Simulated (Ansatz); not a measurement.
**Geometry relaxation of W (part 3 of 3)**

Continued. System: W (slab, 20 atoms in the cell). Method: DFT PBE+D3(BJ), scalar-relativistic, plane waves, PAW, no spin polarisation (Ansatz 0.2.0); cutoff 420 eV, 3×3×1 k-mesh, Gaussian smearing of 0.1 eV. The structure derives from an entry of the Crystallography Open Database. The input holds or restrains some coordinates. Forces given for the steps count only the free coordinates. It belongs to a series of runs on one base structure; here: clean slab, lower planes held.

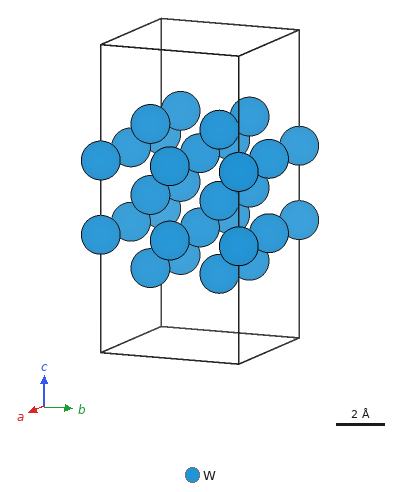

**Figure 1.** The geometry at step 4 of the log (spheres-only view of the cell of the calculation, with the vacuum cut short, seen slightly off an axis).

Trajectory as extended XYZ (Å, eV, eV/Å), 6 frames, from step=1 to step=6
```
20
Lattice="6.3187 0.0000 0.0000 0.0000 6.3187 0.0000 0.0000 0.0000 22.3187" Properties=species:S:1:pos:R:3:forces:R:3 step=1 energy=-207684.50233
W     1.5797    4.7391    8.0000    0.0000   0.0000   1.3819
W     1.5797    1.5797    8.0000    0.0000   0.0000   1.3819
W     4.7391    4.7391    8.0000    0.0000   0.0000   1.3819
W     4.7391    1.5797    8.0000    0.0000   0.0000   1.3819
W     3.1594    3.1594    9.5797    0.0000   0.0000  -1.4718
W     3.1594    0.0000    9.5797    0.0000   0.0000  -1.4718
W     0.0000    3.1594    9.5797    0.0000   0.0000  -1.4718
W     0.0000    0.0000    9.5797    0.0000   0.0000  -1.4718
W     4.7391    1.5797   11.1594    0.0000   0.0000   0.0000
W     4.7391    4.7391   11.1594    0.0000   0.0000   0.0000
W     1.5797    1.5797   11.1594    0.0000   0.0000   0.0000
W     1.5797    4.7391   11.1594    0.0000   0.0000   0.0000
W     0.0000    0.0000   12.7391    0.0000   0.0000   1.4718
W     0.0000    3.1594   12.7391    0.0000   0.0000   1.4718
W     3.1594    0.0000   12.7391    0.0000   0.0000   1.4718
W     3.1594    3.1594   12.7391    0.0000   0.0000   1.4718
W     1.5797    4.7391   14.3187    0.0000   0.0000  -1.3819
W     1.5797    1.5797   14.3187    0.0000   0.0000  -1.3819
W     4.7391    4.7391   14.3187    0.0000   0.0000  -1.3819
W     4.7391    1.5797   14.3187    0.0000   0.0000  -1.3819
20
Lattice="6.3187 0.0000 0.0000 0.0000 6.3187 0.0000 0.0000 0.0000 22.3187" Properties=species:S:1:pos:R:3:forces:R:3 step=2 energy=-207684.30607 accepted=F
W     1.5797    4.7391    8.0000    0.0000   0.0000   1.6202
W     1.5797    1.5797    8.0000    0.0000   0.0000   1.6202
W     4.7391    4.7391    8.0000    0.0000   0.0000   1.6202
W     4.7391    1.5797    8.0000    0.0000   0.0000   1.6202
W     3.1594    3.1594    9.5797    0.0000   0.0000  -0.6713
W     3.1594    0.0000    9.5797    0.0000   0.0000  -0.6713
W     0.0000    3.1594    9.5797    0.0000   0.0000  -0.6713
W     0.0000    0.0000    9.5797    0.0000   0.0000  -0.6713
W     4.7391    1.5797   11.2014    0.0000   0.0000  -0.9689
W     4.7391    4.7391   11.2014    0.0000   0.0000  -0.9689
W     1.5797    1.5797   11.2014    0.0000   0.0000  -0.9689
W     1.5797    4.7391   11.2014    0.0000   0.0000  -0.9689
W     0.0000    0.0000   12.8672    0.0000   0.0000  -1.8935
W     0.0000    3.1594   12.8672    0.0000   0.0000  -1.8935
W     3.1594    0.0000   12.8672    0.0000   0.0000  -1.8935
W     3.1594    3.1594   12.8672    0.0000   0.0000  -1.8935
W     1.5797    4.7391   14.1240    0.0000   0.0000   1.9131
W     1.5797    1.5797   14.1240    0.0000   0.0000   1.9131
W     4.7391    4.7391   14.1240    0.0000   0.0000   1.9131
W     4.7391    1.5797   14.1240    0.0000   0.0000   1.9131
20
Lattice="6.3187 0.0000 0.0000 0.0000 6.3187 0.0000 0.0000 0.0000 22.3187" Properties=species:S:1:pos:R:3:forces:R:3 step=3 energy=-207684.96973
W     1.5797    4.7391    8.0000    0.0000   0.0000   1.3188
W     1.5797    1.5797    8.0000    0.0000   0.0000   1.3188
W     4.7391    4.7391    8.0000    0.0000   0.0000   1.3188
W     4.7391    1.5797    8.0000    0.0000   0.0000   1.3188
W     3.1594    3.1594    9.5797    0.0000   0.0000  -1.0921
W     3.1594    0.0000    9.5797    0.0000   0.0000  -1.0921
W     0.0000    3.1594    9.5797    0.0000   0.0000  -1.0921
W     0.0000    0.0000    9.5797    0.0000   0.0000  -1.0921
W     4.7391    1.5797   11.1556    0.0000   0.0000  -0.1318
W     4.7391    4.7391   11.1556    0.0000   0.0000  -0.1318
W     1.5797    1.5797   11.1556    0.0000   0.0000  -0.1318
W     1.5797    4.7391   11.1556    0.0000   0.0000  -0.1318
W     0.0000    0.0000   12.7928    0.0000   0.0000   0.1159
W     0.0000    3.1594   12.7928    0.0000   0.0000   0.1159
W     3.1594    0.0000   12.7928    0.0000   0.0000   0.1159
W     3.1594    3.1594   12.7928    0.0000   0.0000   0.1159
W     1.5797    4.7391   14.2240    0.0000   0.0000  -0.2108
W     1.5797    1.5797   14.2240    0.0000   0.0000  -0.2108
W     4.7391    4.7391   14.2240    0.0000   0.0000  -0.2108
W     4.7391    1.5797   14.2240    0.0000   0.0000  -0.2108
20
Lattice="6.3187 0.0000 0.0000 0.0000 6.3187 0.0000 0.0000 0.0000 22.3187" Properties=species:S:1:pos:R:3:forces:R:3 step=4 energy=-207684.97940
W     1.5797    4.7391    8.0000    0.0000   0.0000   1.2825
W     1.5797    1.5797    8.0000    0.0000   0.0000   1.2825
W     4.7391    4.7391    8.0000    0.0000   0.0000   1.2825
W     4.7391    1.5797    8.0000    0.0000   0.0000   1.2825
W     3.1594    3.1594    9.5797    0.0000   0.0000  -1.4646
W     3.1594    0.0000    9.5797    0.0000   0.0000  -1.4646
W     0.0000    3.1594    9.5797    0.0000   0.0000  -1.4646
W     0.0000    0.0000    9.5797    0.0000   0.0000  -1.4646
W     4.7391    1.5797   11.1237    0.0000   0.0000  -0.0306
W     4.7391    4.7391   11.1237    0.0000   0.0000  -0.0306
W     1.5797    1.5797   11.1237    0.0000   0.0000  -0.0306
W     1.5797    4.7391   11.1237    0.0000   0.0000  -0.0306
W     0.0000    0.0000   12.7559    0.0000   0.0000   0.1420
W     0.0000    3.1594   12.7559    0.0000   0.0000   0.1420
W     3.1594    0.0000   12.7559    0.0000   0.0000   0.1420
W     3.1594    3.1594   12.7559    0.0000   0.0000   0.1420
W     1.5797    4.7391   14.1596    0.0000   0.0000   0.0704
W     1.5797    1.5797   14.1596    0.0000   0.0000   0.0704
W     4.7391    4.7391   14.1596    0.0000   0.0000   0.0704
W     4.7391    1.5797   14.1596    0.0000   0.0000   0.0704
20
Lattice="6.3187 0.0000 0.0000 0.0000 6.3187 0.0000 0.0000 0.0000 22.3187" Properties=species:S:1:pos:R:3:forces:R:3 step=5 energy=-207684.98868
W     1.5797    4.7391    8.0000    0.0000   0.0000   1.2966
W     1.5797    1.5797    8.0000    0.0000   0.0000   1.2966
W     4.7391    4.7391    8.0000    0.0000   0.0000   1.2966
W     4.7391    1.5797    8.0000    0.0000   0.0000   1.2966
W     3.1594    3.1594    9.5797    0.0000   0.0000  -1.3021
W     3.1594    0.0000    9.5797    0.0000   0.0000  -1.3021
W     0.0000    3.1594    9.5797    0.0000   0.0000  -1.3021
W     0.0000    0.0000    9.5797    0.0000   0.0000  -1.3021
W     4.7391    1.5797   11.1329    0.0000   0.0000   0.0042
W     4.7391    4.7391   11.1329    0.0000   0.0000   0.0042
W     1.5797    1.5797   11.1329    0.0000   0.0000   0.0042
W     1.5797    4.7391   11.1329    0.0000   0.0000   0.0042
W     0.0000    0.0000   12.7779    0.0000   0.0000   0.0027
W     0.0000    3.1594   12.7779    0.0000   0.0000   0.0027
W     3.1594    0.0000   12.7779    0.0000   0.0000   0.0027
W     3.1594    3.1594   12.7779    0.0000   0.0000   0.0027
W     1.5797    4.7391   14.1846    0.0000   0.0000  -0.0013
W     1.5797    1.5797   14.1846    0.0000   0.0000  -0.0013
W     4.7391    4.7391   14.1846    0.0000   0.0000  -0.0013
W     4.7391    1.5797   14.1846    0.0000   0.0000  -0.0013
20
Lattice="6.3187 0.0000 0.0000 0.0000 6.3187 0.0000 0.0000 0.0000 22.3187" Properties=species:S:1:pos:R:3:forces:R:3 step=6 energy=-207684.98868
W     1.5797    4.7391    8.0000    0.0000   0.0000   1.2966
W     1.5797    1.5797    8.0000    0.0000   0.0000   1.2966
W     4.7391    4.7391    8.0000    0.0000   0.0000   1.2966
W     4.7391    1.5797    8.0000    0.0000   0.0000   1.2966
W     3.1594    3.1594    9.5797    0.0000   0.0000  -1.3022
W     3.1594    0.0000    9.5797    0.0000   0.0000  -1.3022
W     0.0000    3.1594    9.5797    0.0000   0.0000  -1.3022
W     0.0000    0.0000    9.5797    0.0000   0.0000  -1.3022
W     4.7391    1.5797   11.1329    0.0000   0.0000   0.0043
W     4.7391    4.7391   11.1329    0.0000   0.0000   0.0043
W     1.5797    1.5797   11.1329    0.0000   0.0000   0.0043
W     1.5797    4.7391   11.1329    0.0000   0.0000   0.0043
W     0.0000    0.0000   12.7779    0.0000   0.0000   0.0027
W     0.0000    3.1594   12.7779    0.0000   0.0000   0.0027
W     3.1594    0.0000   12.7779    0.0000   0.0000   0.0027
W     3.1594    3.1594   12.7779    0.0000   0.0000   0.0027
W     1.5797    4.7391   14.1846    0.0000   0.0000  -0.0013
W     1.5797    1.5797   14.1846    0.0000   0.0000  -0.0013
W     4.7391    4.7391   14.1846    0.0000   0.0000  -0.0013
W     4.7391    1.5797   14.1846    0.0000   0.0000  -0.0013
```

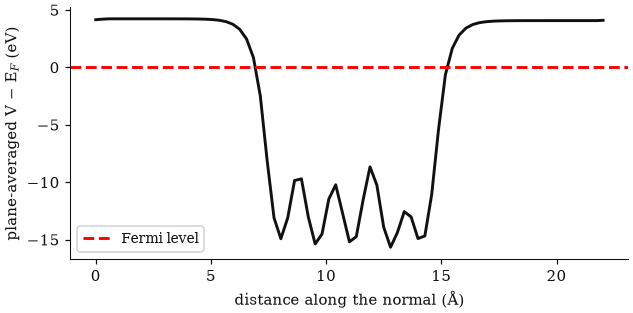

**Figure 2.** Plane average of the electrostatic potential energy of an electron across the cell, from the Fermi level. The vacuum level lies 4.07 eV above the Fermi level on the upper side and 4.22 eV on the lower.

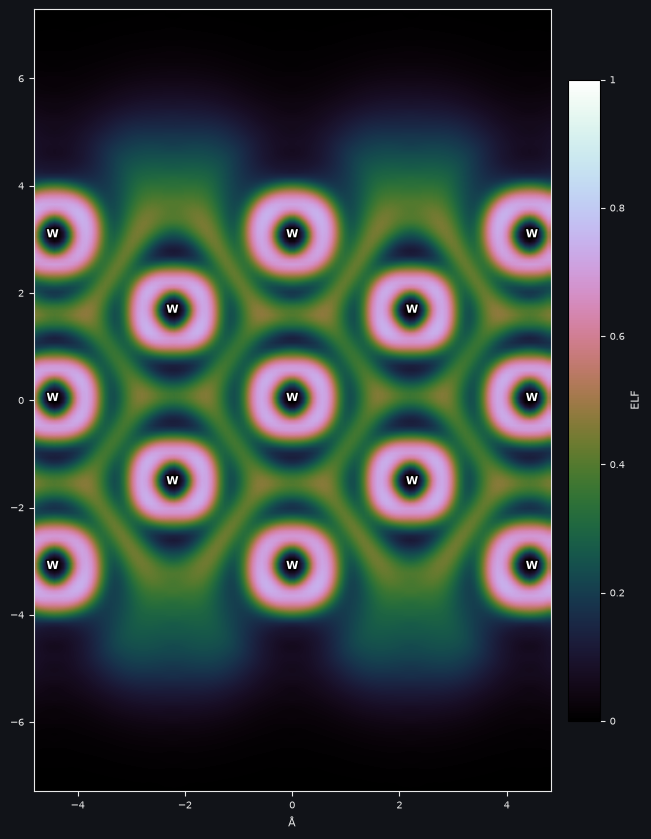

**Figure 3.** ELF on the (11̄0) plane of the calculation cell, a cut from vacuum to vacuum. The section cuts through W sites. W–W (2.64 Å): the ELF is about 0.40 at the midpoint (metallic bonding. W–W (2.72 Å): the ELF is about 0.35 at the midpoint, as expected for nearly free electrons, as in a simple metal. W–W (2.77 Å): the ELF is about 0.35 at the midpoint, as expected for nearly free electrons, as in a simple metal. The strong features right at W lie inside the PAW spheres (semicore, d or f shells) and say nothing about bonding. The fields are those of the smooth PAW valence density.

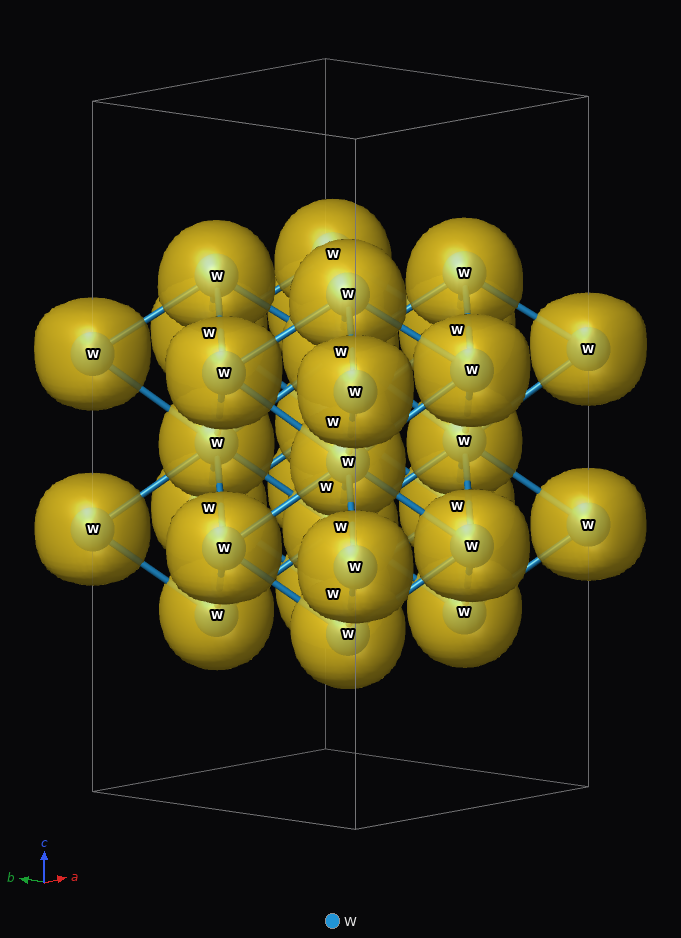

**Figure 4.** Isosurface of the valence pseudo-density at 0.6 e/Å³ (yellow), seen at an oblique angle. Sticks mark near contacts. At this value the density breaks into separate islands; it holds about 70 % of the electrons treated as valence (semicore included). It is pinched off along the W–W (2.64 Å), W–W (2.72 Å) and W–W (2.77 Å) contacts. On the grid the lowest density along these lines, outside the cores, is 0.51 e/Å³ (W–W, 2.64 Å), 0.43 e/Å³ (W–W, 2.72 Å) and 0.39 e/Å³ (W–W, 2.77 Å).

This output came from the following input.

Input file
```yaml
crystal:
  lattice:
    - [6.3187499463, 0.0, 0.0]
    - [0.0, 6.3187499463, 0.0]
    - [0.0, 0.0, 22.3187499463]
  atoms:
    - { symbol: W, position: [0.25, 0.75, 0.358443014] }
    - { symbol: W, position: [0.25, 0.25, 0.358443014] }
    - { symbol: W, position: [0.75, 0.75, 0.358443014] }
    - { symbol: W, position: [0.75, 0.25, 0.358443014] }
    - { symbol: W, position: [0.5, 0.5, 0.429221507] }
    - { symbol: W, position: [0.5, 0.0, 0.429221507] }
    - { symbol: W, position: [0.0, 0.5, 0.429221507] }
    - { symbol: W, position: [0.0, 0.0, 0.429221507] }
    - { symbol: W, position: [0.75, 0.25, 0.5] }
    - { symbol: W, position: [0.75, 0.75, 0.5] }
    - { symbol: W, position: [0.25, 0.25, 0.5] }
    - { symbol: W, position: [0.25, 0.75, 0.5] }
    - { symbol: W, position: [0.0, 0.0, 0.570778493] }
    - { symbol: W, position: [0.0, 0.5, 0.570778493] }
    - { symbol: W, position: [0.5, 0.0, 0.570778493] }
    - { symbol: W, position: [0.5, 0.5, 0.570778493] }
    - { symbol: W, position: [0.25, 0.75, 0.641556986] }
    - { symbol: W, position: [0.25, 0.25, 0.641556986] }
    - { symbol: W, position: [0.75, 0.75, 0.641556986] }
    - { symbol: W, position: [0.75, 0.25, 0.641556986] }
basis:
  ecutwfc: 420
kpoints:
  mp_grid: { grid: [3, 3, 1] }
hamiltonian:
  xc: pbe
  dispersion: d3bj
scf:
  occupations: { method: gaussian, width: 0.1 }
output:
  forces: true
  eigenvalues: true
  write_density: true
  write_potential: true
  elf: true
  volumetric_format: npy
relax:
  adjacent_minimum: "off"
  f_tol: 0.03
  max_steps: 70
  constraints: [{ sites: [0, 1, 2, 3, 4, 5, 6, 7] }]
efield:
  axis: 3
  dipole_correction: true
  ramp_width: 0.04
```

Command:
```bash
ansatz run input.yaml --threads 4 --pin off --max-ram 10240MiB --backend cpu --events-out ev --progress --plain --runs-dir out
```

Results in brief

```csv
quantity,value
outcome,converged under the restraints of the input
electrons treated,280
free energy,−207684.9887 eV
"work function, top face",4.07 eV
"work function, bottom face",4.22 eV
Fermi energy,5.453 eV
gap on the k-point mesh,none (metallic)
final volume,891.11 Å³
work function (upper face),4.07 eV
"largest force (length of the vector) at the end, held atoms and coordinates included",1.302 eV/Å
hardware,"4 threads of Intel Xeon (Granite Rapids), 32 GiB of memory available, shared host"
wall time,54 s (CPU time 3.4 min)
peak memory,2.1 GiB
```

Remarks

The program warns: the exchange-correlation potential is rough where the density is thin. Spin–orbit coupling is left out, which matters for W.
